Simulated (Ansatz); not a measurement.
Run report: WSi2, band-structure calculation

System: WSi2 (3 atoms in the cell).
Method: DFT, PBE, PAW with Ansatz's default frozen-core files, scalar-relativistic, no spin polarisation (Ansatz 0.2.0).

It belongs to a series of runs on one base structure; here: volume scaled by 1, PAW files. Figures and captions count atoms from 1; the log counts them from 0 in places.

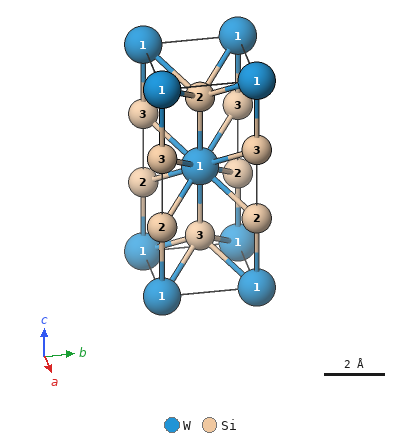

Fig. 1: The structure (ball-and-stick view of the cell 2 times as large as that of the calculation, set on its symmetry axes, seen at an oblique angle; atoms are numbered from 1 in the order of the input).

**Input**
```yaml
crystal:
  lattice:
    - [-1.6143353797, 1.6143353797, 3.9349081566]
    - [1.6143353797, -1.6143353797, 3.9349081566]
    - [1.6143353797, 1.6143353797, -3.9349081566]
  atoms:
    - { symbol: W, position: [0.0, 0.0, 0.0] }
    - { symbol: Si, position: [0.3345059879, 0.3345059879, 0.0] }
    - { symbol: Si, position: [-0.3345059879, -0.3345059879, 0.0] }
kpoints:
  mp_grid: { grid: [14, 14, 14] }
  band_path:
    path:
      - [0.0, 0.0, 0.0]
      - [0.0, 0.0, 0.5]
      - [0.25, 0.25, 0.25]
      - [0.0, 0.5, 0.0]
      - [0.0, 0.0, 0.0]
      - [0.5, 0.5, -0.5]
      - [0.2920783148, 0.7079216852, -0.2920783148]
      - [-0.2920783148, 0.2920783148, 0.2920783148]
      - [0.0, 0.0, 0.0]
    npoints: 8
scf:
  occupations: { method: fermi_dirac, width: 0.1 }
hamiltonian:
  xc: pbe
  pseudopotentials: { kind: paw }
output:
  forces: true
  stress: true
  eigenvalues: true
  populations: true
  dos: { projected: true, de: 0.2, e_range: [-14, 8] }
  write_density: true
  write_potential: true
  elf: true
  volumetric_format: npy
```

Machine: 1 thread of AMD EPYC (Zen 3), 32 GiB of memory available, shared host.

Launched with:
```bash
ansatz run input.yaml --threads 1 --pin off --max-ram 3072MiB --backend cpu --events-out ev --progress --plain --runs-dir out
```

**What the program printed**
```
Engine: ansatz 0.2.0, x86_64-unknown-linux-gnu
Pseudopotentials: kind: paw
Pseudopotential: W, paw, valence charge 14, recommended cutoff 420 eV (normal), W.paw.azcp
Pseudopotential: Si, paw, valence charge 4, recommended cutoff 420 eV (normal), Si.paw.azcp
Functional definition: PBE
  parameter kappa = 0.804
  parameter beta = 0.06672455060314922
  exchange = pbe_x(kappa = kappa, mu = beta*pi^2/3)
  correlation = pbe_c(beta = beta)
Crystal: 3 atoms, lattice volume = 41.019 Å³
Basis set: ecut = 420 eV, 793 PW (Γ), exchange–correlation on 64×64×64 points (8 copies of the dense FFT grid, shifted against one another)
Bands: 15, of which v1, the nominal top of the filled ones, is band 11 counted from 1 (10 counted from 0)
Symmetry: 16 space group operations
Space group: I4/mmm (ITA 139), of the structure as read, at distance tolerance 3.4e-5 Å
k-points: 244 of 2744
Non-local potential: W, projectors of the file, l = 0: 3, l = 1: 2, l = 2: 2, l = 3: 1
Non-local potential: Si, projectors of the file, l = 0: 2, l = 1: 2, l = 2: 2
PAW form: soft (Blöchl's): semilocal exchange-correlation on the pseudo side does not see the compensation charge
PAW one-centre angular grid: W, 590 points (default); XC on 64 Gauss nodes
PAW one-centre angular grid: Si, 110 points (default); XC on 64 Gauss nodes
Initial density: superposition of atomic densities (neutral atoms: chi_scale 0, normalization atom), corrected by the library's trained network
Initial wavefunctions: pseudopotential atomic-orbital guess
Functional: x = pbe(κ = 0.804, μ = 0.2195149727645171), c = pbe(β = 0.06672455060314922)
SCF iter   1: F=—  HF=-11657.464887 eV  |F-HF|=—  |Δ(HF+E_count)|=         —  Δρ=3.30e-3  dr2=1.81e-3  ethr=1.77e-3  ⟨swp⟩=5.0  Hψ=21082  notcnv=0
preconditioner: auto → Kerker (q_TF=auto, 2.459 Å⁻¹)  [metal: Δε(μ)=0.017 eV  Ē_g=8.022 eV  σ=0.100 eV  W_gap=0.04  n_scr=10 (ndim 8)  ℏωp=21.7 eV  f_vac=0.000  D(μ)=0.31/eV (n_scr^D=0)]
SCF iter   2: F=—  HF=-11657.465276 eV  |F-HF|=—  |Δ(HF+E_count)|=   3.88e-4  Δρ=1.89e-3  dr2=7.08e-4  ethr=8.22e-6  ⟨swp⟩=1.1  Hψ=5651  notcnv=0
SCF iter   3: F=—  HF=-11657.465416 eV  |F-HF|=—  |Δ(HF+E_count)|=   1.41e-4  Δρ=1.89e-4  dr2=1.90e-5  ethr=3.22e-6  ⟨swp⟩=2.5  Hψ=5263  notcnv=0
SCF iter   4: F=—  HF=-11657.465418 eV  |F-HF|=—  |Δ(HF+E_count)|=   1.68e-6  Δρ=8.11e-5  dr2=1.89e-6  ethr=8.63e-8  ⟨swp⟩=2.4  Hψ=5128  notcnv=0
SCF iter   5: F=—  HF=-11657.465418 eV  |F-HF|=—  |Δ(HF+E_count)|=   4.38e-8  Δρ=1.37e-5  dr2=1.07e-7  ethr=8.58e-9  ⟨swp⟩=2.0  Hψ=5117  notcnv=0
SCF iter   6: F=-11657.465418 eV  HF=-11657.465418 eV  |F-HF|=1.62e-9  |Δ(HF+E_count)|=   1.10e-8  Δρ=2.74e-6  dr2=3.56e-9  ethr=4.55e-10  ⟨swp⟩=8.0  Hψ=20093  notcnv=0
SCF 1 converged in 6 iterations: F = -11657.465418 eV  dr2 = 3.56e-9
  greatest PAW one-centre occupation: 1.000 electrons in one spin orbital (limit 2), on the W atom at site 0 (counted from 0), in its partial waves of l = 0
NSCF: frozen V_eff on 65 k-points
SCF converged after 6 iterations
Free energy (F): -11657.465418 eV
Harris-Foulkes:  -11657.465418 eV  (|F-HF|=1.62e-9)
Internal energy: -11657.454308 eV  (E = F + TS)
E sigma→0 (E₀):  -11657.459863 eV
Entropy (-TS):   -0.011110 eV (-3.703 meV/atom)
Fermi energy:    16.479161 eV
--- Per-component energies (eV) ---
  E_band       = -85.670772
  E_kinetic    = 540.128317
  E_local      = -956.005797  (includes V_loc(G=0)·N_el)
  E_nonlocal   = 50.500767
  E_hartree    = 374.130217
  E_xc         = -381.512463
  E_vxc        = -338.046408  (∫ρ·V_xc dr)
  E_paw        = -9588.247651  (= ΣΔE_a)
  E_vpaw       = -130.509539  (= ΣTr[D̂ρ^β])
  E_aug_tail   = -0.000070  (compensation charges beyond the density's cutoff)
  E_ewald      = -1696.447629
  E_smearing   = -0.011110  (= −TS)
  E_closure    = -0.000000  (closes the sum)
  Σ components = -11657.465418   (vs F -11657.465418, Δ=0.00e0)
--- Forces (eV/Å), atoms counted from 1 ---
  atom   1  W      0.00000000     0.00000000     0.00000000
  atom   2  Si     0.00000000    -0.00000000     0.00061105
  atom   3  Si     0.00000000     0.00000000    -0.00061105
  max |Σ_I F_I| component: 2.17e-19 eV/Å
--- Stress (GPa, compression-positive) ---
        0.036335       0.000000      -0.000000
        0.000000       0.036335       0.000000
       -0.000000       0.000000       0.001899
  P = ⅓ Tr σ = 0.0249 GPa (0.249 kbar)
--- Band table (eV; the first three rows and the last of 244) ---
  k-point 0: bands = ["-57.3383", "-21.6281", "-21.6079", "-21.6079", "2.5187", "9.7183", "12.7150", "13.2233", "13.6689", "13.6689", "17.0806", "19.1328", "19.4556", "19.5223", "19.5223"]
  k-point 1: bands = ["-57.3376", "-21.6262", "-21.6179", "-21.6167", "2.6819", "9.8664", "12.2298", "13.2575", "13.2620", "14.1765", "16.2954", "18.9124", "19.6416", "19.6646", "19.9144"]
  k-point 2: bands = ["-57.3357", "-21.6452", "-21.6413", "-21.6209", "3.1598", "10.2637", "11.6054", "12.3845", "13.3705", "14.7018", "14.8095", "18.7802", "19.9242", "19.9633", "20.5693"]
  k-point 243: bands = ["-57.3382", "-21.6440", "-21.6091", "-21.6091", "4.7478", "5.5513", "12.7160", "13.9314", "15.6350", "15.6350", "15.9813", "15.9813", "17.2526", "20.9096", "21.1964"]
--- Löwdin populations: 3 sites ---
  site symbol       q [e]
     0      W     13.8936
     1     Si      3.9350
     2     Si      3.9350
  spilling = 0.010743 (of n_electrons = 22.000000)
```

**File dos.tsv**
```
# E-E_F[eV]	g_bin_mean(E)[states/eV]	N(E)
# format = ansatz-dos/2
# fermi_ev = 16.479161
# fermi_mp_grid = 14 14 14
# fermi_mp_shift = 0 0 0
# tetrahedron_fermi_ev = 16.466677
# g_bin_mean(E): the states in a bin one row spacing wide, centred on E, divided by that spacing. States that the method places at a single energy (under output.dos.method: tetrahedron, those of a tetrahedron whose four corners have one energy) are counted whole in the row whose bin holds that energy (on the edge of two bins, in the lower row). The sum of g_bin_mean over a run of rows, times the row spacing, is the number of states from half a spacing under the first of them to half a spacing over the last (a plain sum, not the trapezoid rule).
-14.000000	3.317594e-3	8.000000e0
-13.800000	8.157971e-2	8.007238e0
-13.600000	1.384725e-1	8.029688e0
-13.400000	1.761172e-1	8.061317e0
-13.200000	2.144684e-1	8.100573e0
-13.000000	2.443906e-1	8.146461e0
-12.800000	2.764579e-1	8.198471e0
-12.600000	3.079546e-1	8.257072e0
-12.400000	3.370958e-1	8.321489e0
-12.200000	3.696424e-1	8.392077e0
-12.000000	4.065939e-1	8.469534e0
-11.800000	4.593394e-1	8.555261e0
-11.600000	4.875845e-1	8.651134e0
-11.400000	5.003382e-1	8.750298e0
-11.200000	5.092344e-1	8.851245e0
-11.000000	5.211382e-1	8.954255e0
-10.800000	5.469693e-1	9.060090e0
-10.600000	5.920799e-1	9.174237e0
-10.400000	6.458788e-1	9.297475e0
-10.200000	8.031842e-1	9.439572e0
-10.000000	8.041660e-1	9.607280e0
-9.800000	7.403629e-1	9.759525e0
-9.600000	8.506646e-1	9.912533e0
-9.400000	1.114811e0	1.012182e1
-9.200000	8.473861e-1	1.031149e1
-9.000000	9.183863e-1	1.048762e1
-8.800000	8.296317e-1	1.066353e1
-8.600000	7.851919e-1	1.082511e1
-8.400000	7.417714e-1	1.097748e1
-8.200000	6.940514e-1	1.112146e1
-8.000000	6.501523e-1	1.125618e1
-7.800000	5.954964e-1	1.138027e1
-7.600000	5.882217e-1	1.149556e1
-7.400000	6.188980e-1	1.161843e1
-7.200000	6.309233e-1	1.174284e1
-7.000000	6.324991e-1	1.186967e1
-6.800000	6.398059e-1	1.199578e1
-6.600000	8.115455e-1	1.213006e1
-6.400000	1.330466e0	1.235480e1
-6.200000	1.305751e0	1.262045e1
-6.000000	1.149385e0	1.286881e1
-5.800000	1.034382e0	1.308489e1
-5.600000	1.125424e0	1.329934e1
-5.400000	9.920710e-1	1.352744e1
-5.200000	6.433659e-1	1.367502e1
-5.000000	7.151890e-1	1.380649e1
-4.800000	9.264686e-1	1.396780e1
-4.600000	1.138552e0	1.417570e1
-4.400000	1.464092e0	1.443088e1
-4.200000	1.669486e0	1.475839e1
-4.000000	1.325087e0	1.505865e1
-3.800000	1.147699e0	1.530550e1
-3.600000	1.408246e0	1.554518e1
-3.400000	1.822302e0	1.587303e1
-3.200000	1.879328e0	1.624058e1
-3.000000	2.070907e0	1.663438e1
-2.800000	3.746540e0	1.716405e1
-2.600000	4.495476e0	1.804109e1
-2.400000	4.999381e0	1.900421e1
-2.200000	2.915457e0	1.985151e1
-2.000000	1.692288e0	2.027082e1
-1.800000	1.318085e0	2.055860e1
-1.600000	1.104894e0	2.080220e1
-1.400000	9.559623e-1	2.100518e1
-1.200000	8.648997e-1	2.118643e1
-1.000000	8.094578e-1	2.135316e1
-0.800000	7.967054e-1	2.151292e1
-0.600000	8.672129e-1	2.167858e1
-0.400000	7.770572e-1	2.185501e1
-0.200000	2.963314e-1	2.195787e1
0.000000	2.233578e-1	2.200272e1
0.200000	2.746172e-1	2.205081e1
0.400000	5.728432e-1	2.213206e1
0.600000	6.353111e-1	2.225787e1
0.800000	7.543152e-1	2.239336e1
1.000000	8.374162e-1	2.255552e1
1.200000	9.807277e-1	2.273088e1
1.400000	1.291200e0	2.295936e1
1.600000	1.505739e0	2.323866e1
1.800000	1.842332e0	2.357344e1
2.000000	1.884258e0	2.395017e1
2.200000	2.431613e0	2.436385e1
2.400000	2.762553e0	2.489881e1
2.600000	2.850442e0	2.548029e1
2.800000	1.722407e0	2.592622e1
3.000000	2.173524e0	2.631025e1
3.200000	1.743318e0	2.670173e1
3.400000	1.659242e0	2.704617e1
3.600000	1.599997e0	2.737086e1
3.800000	1.711599e0	2.769528e1
4.000000	1.859847e0	2.806036e1
4.200000	2.491793e0	2.846619e1
4.400000	2.740116e0	2.903846e1
4.600000	1.461711e0	2.946801e1
4.800000	7.956442e-1	2.967232e1
5.000000	5.108346e-1	2.979509e1
5.200000	4.185715e-1	2.988978e1
5.400000	2.321431e-1	2.995505e1
5.600000	1.003940e-1	2.998668e1
5.800000	2.436523e-2	2.999800e1
6.000000	3.680903e-3	2.999970e1
6.200000	3.360813e-4	3.000000e1
6.400000	0.000000e0	3.000000e1
6.600000	0.000000e0	3.000000e1
6.800000	0.000000e0	3.000000e1
7.000000	0.000000e0	3.000000e1
7.200000	0.000000e0	3.000000e1
7.400000	0.000000e0	3.000000e1
7.600000	0.000000e0	3.000000e1
7.800000	0.000000e0	3.000000e1
8.000000	0.000000e0	3.000000e1
```

**File populations.tsv**
```
# site	symbol	l	j	q
# orbitals = lowdin
# n_electrons = 22.000000
# spilling = 0.010743
0	W	0_5S	-	1.944263
0	W	0_6S	-	0.519545
0	W	1_5P	-	5.985617
0	W	2_5D	-	5.444169
1	Si	0_3S	-	1.197365
1	Si	1_3P	-	2.737670
2	Si	0_3S	-	1.197365
2	Si	1_3P	-	2.737670
```

**File rho_z.tsv**
```
# z_ang	rho[e/angstrom^3]
# format = ansatz-planar-average/11
# lattice	-1.614335380	1.614335380	3.934908157
# lattice	1.614335380	-1.614335380	3.934908157
# lattice	1.614335380	1.614335380	-3.934908157
# sites	3
# site	74	0.000000000	0.000000000	0.000000000
# site	14	0.000000000	0.000000000	2.632500680
# site	14	0.000000000	0.000000000	-2.632500680
0.000000	8.087008e-1
0.142164	8.050301e-1
0.284328	7.933151e-1
0.426492	7.718955e-1
0.568656	7.392558e-1
0.710820	6.952025e-1
0.852984	6.415235e-1
0.995148	5.818403e-1
1.137312	5.207829e-1
1.279476	4.629069e-1
1.421640	4.117999e-1
1.563804	3.696276e-1
1.705968	3.371215e-1
1.848132	3.138637e-1
1.990296	2.987233e-1
2.132460	2.903571e-1
2.274624	2.877024e-1
2.416788	2.903571e-1
2.558952	2.987233e-1
2.701116	3.138637e-1
2.843280	3.371215e-1
2.985444	3.696276e-1
3.127608	4.117999e-1
3.269772	4.629069e-1
3.411936	5.207829e-1
3.554100	5.818403e-1
3.696264	6.415235e-1
3.838428	6.952025e-1
3.980592	7.392558e-1
4.122756	7.718955e-1
4.264920	7.933151e-1
4.407084	8.050301e-1
```

**File v_z.tsv**
```
# z_ang	v_es[eV]	v_tot[eV]
# format = ansatz-planar-average/11
# xc	pbe
# density_cutoff_ev	1680
# datasets	W=:simpson_from_first_knot:soft	Si=:simpson_from_first_knot:soft
# lattice	-1.614335380	1.614335380	3.934908157
# lattice	1.614335380	-1.614335380	3.934908157
# lattice	1.614335380	1.614335380	-3.934908157
# sites	3
# site	74	0.000000000	0.000000000	0.000000000
# site	14	0.000000000	0.000000000	2.632500680
# site	14	0.000000000	0.000000000	-2.632500680
0.000000	-4.994711e0	-1.977725e1
0.142164	-4.797448e0	-1.953373e1
0.284328	-4.212050e0	-1.881033e1
0.426492	-3.258037e0	-1.762818e1
0.568656	-1.968090e0	-1.602194e1
0.710820	-3.874769e-1	-1.404282e1
0.852984	1.427203e0	-1.176664e1
0.995148	3.407453e0	-9.301621e0
1.137312	5.469766e0	-6.783126e0
1.279476	7.512098e0	-4.352215e0
1.421640	9.418550e0	-2.130637e0
1.563804	1.107900e1	-2.085410e-1
1.705968	1.242086e1	1.358055e0
1.848132	1.342902e1	2.548629e0
1.990296	1.412876e1	3.372937e0
2.132460	1.454095e1	3.849782e0
2.274624	1.467551e1	4.002878e0
2.416788	1.454095e1	3.849782e0
2.558952	1.412876e1	3.372937e0
2.701116	1.342902e1	2.548629e0
2.843280	1.242086e1	1.358055e0
2.985444	1.107900e1	-2.085410e-1
3.127608	9.418550e0	-2.130637e0
3.269772	7.512098e0	-4.352215e0
3.411936	5.469766e0	-6.783126e0
3.554100	3.407453e0	-9.301621e0
3.696264	1.427203e0	-1.176664e1
3.838428	-3.874769e-1	-1.404282e1
3.980592	-1.968090e0	-1.602194e1
4.122756	-3.258037e0	-1.762818e1
4.264920	-4.212050e0	-1.881033e1
4.407084	-4.797448e0	-1.953373e1
```

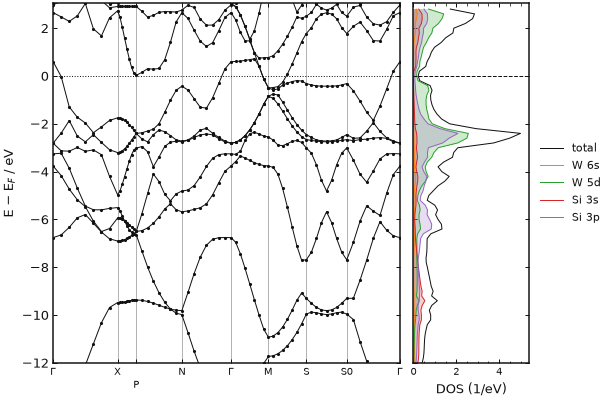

Fig. 2: Band structure along Γ–X–P–N–Γ–M–S–S0–Γ and density of states (projected on Löwdin-orthogonalised atomic shells), with energies from the Fermi level. Bands cross the Fermi level: a metal at this level of theory.

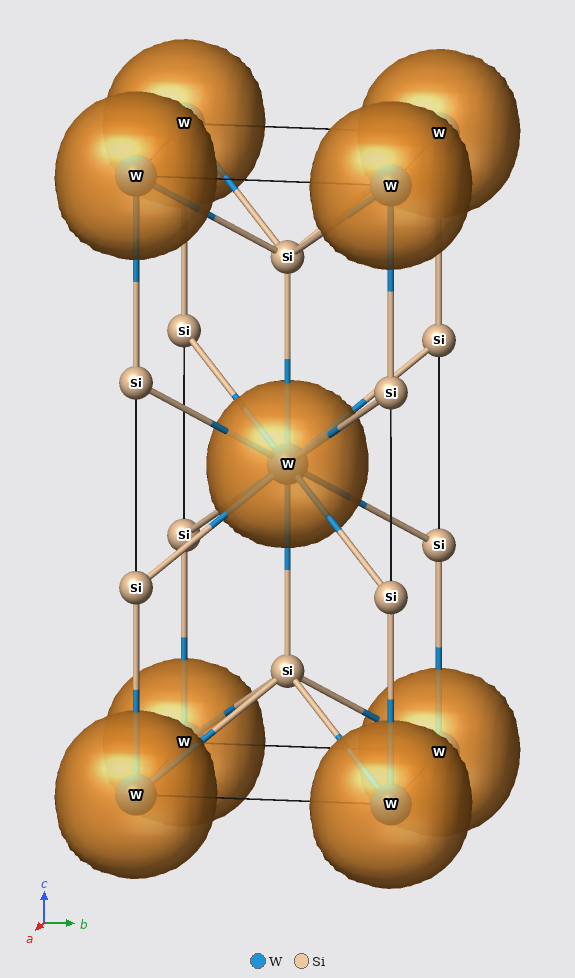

Fig. 3: Isosurface of the valence electron density at 0.6 e/Å³ (orange), seen slightly off an axis. Sticks mark near contacts. The outline is the cell set on symmetry axes. At this value the density breaks into separate islands; it holds about 45 % of the electrons treated as valence (semicore included). It is pinched off along the Si–W (2.63 Å) contacts. On the grid the lowest density along these lines, outside the cores, is 0.41 e/Å³ (Si–W, 2.63 Å). Core electrons are frozen (PAW), so the fields are smoothed inside the atomic spheres.

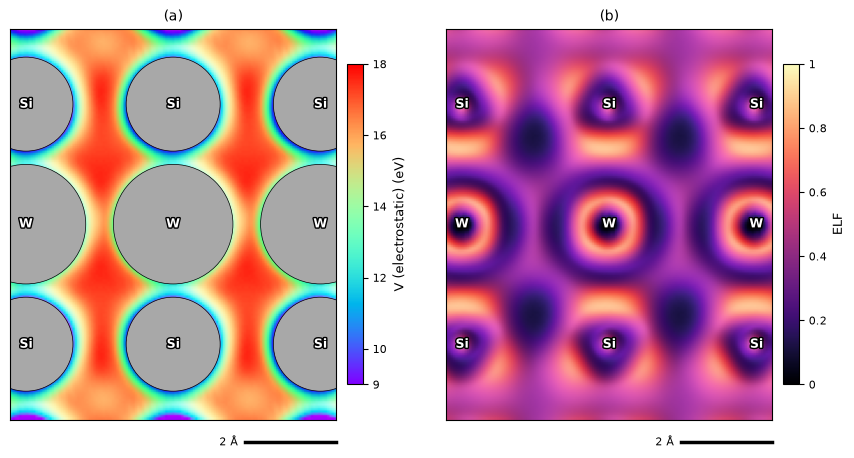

Fig. 4: (a) electrostatic potential energy of an electron; (b) electron localisation function on the (010) plane of the conventional cell. Grey discs, where drawn, cover atomic cores. Si–W (2.63 Å): the ELF is about 0.45 at the midpoint. The strong features right at W lie inside the PAW spheres (semicore, d or f shells) and say nothing about bonding. Outside the cores the potential energy rises away from the atoms and is highest about 1.6 Å from the nearest atoms; outside the discs it spans about 8 eV, and its zero is arbitrary.

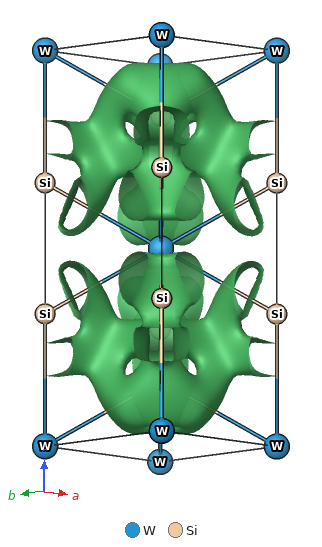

Fig. 5: Isosurface of the ELF at 0.55 (green), seen at an oblique angle. Only the valence region is drawn (cores and ρ < 0.01 e/Å³ removed). Sticks mark near contacts. The outline is the cell set on symmetry axes. Values along the shortest contacts: Si–W (2.63 Å): the ELF is about 0.45 at the midpoint.

**Summary**

```csv
quantity,value
outcome,converged
space group (tolerance 0.01 Å),I4/mmm (139)
electrons treated,22
free energy,−11657.4654 eV
Fermi energy,16.479 eV
pressure,0.02 GPa
electronic character,metal
largest force (length of the vector),0.001 eV/Å
wall time,8.5 s
peak memory,0.49 GiB
```

**Remarks**

Spin–orbit coupling is left out, which matters for W.
